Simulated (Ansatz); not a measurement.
Read the following structure.

```cif
data_structure
_symmetry_space_group_name_H-M 'P 63 m c'
_symmetry_Int_Tables_number 186
_cell_length_a 3.1302
_cell_length_b 3.1302
_cell_length_c 5.0180
_cell_angle_alpha 90.000
_cell_angle_beta 90.000
_cell_angle_gamma 120.000
_cell_volume 42.58
loop_
_atom_site_label
_atom_site_type_symbol
_atom_site_symmetry_multiplicity
_atom_site_Wyckoff_symbol
_atom_site_fract_x
_atom_site_fract_y
_atom_site_fract_z
_atom_site_occupancy
Al1 Al 2 b 0.66667 0.33333 0.49923 1
N1 N 2 b 0.66667 0.33333 0.88077 1
```

Characterise the structure given above.

It has the composition AlN. Space group: P6_3mc (No. 186). Lattice: primitive hexagonal. Its structure type: wurtzite. One cell contains 2 Al, 2 N, 4 atoms in all. The polyhedra are AlN4 tetrahedra; they share corners. Each Al atom is coordinated by four N in a tetrahedral arrangement at 1.90 to 1.91 Å. Around each N lie four Al in a tetrahedral arrangement at 1.90 to 1.91 Å. The bonds build a three-dimensional framework.

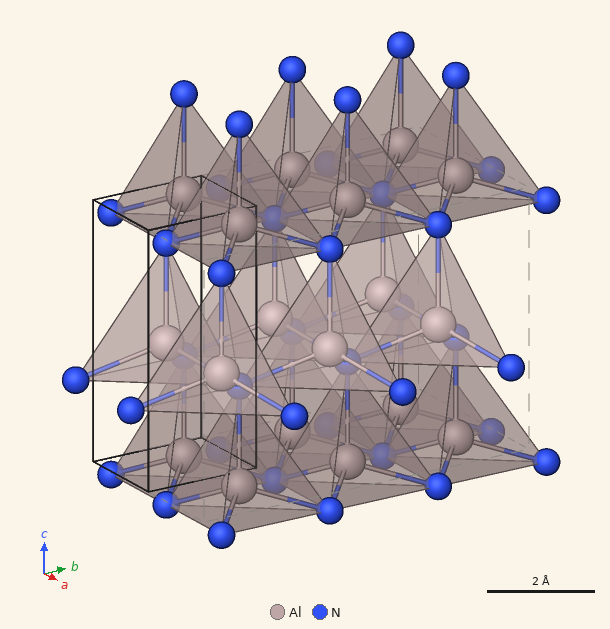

Shown here is a polyhedral view of the crystal, taken slightly off an axis. One conventional unit cell is drawn solid; the view covers 2×3×1 cells. Some atoms of the next cells are drawn as well.

Origin of the cell: a structure listed in the Materials Project. Earlier steps of the study, as a rule a relaxation of our own, may have changed the cell and positions, so they can lie some per cent off the listed ones. It went into a calculation with Ansatz.
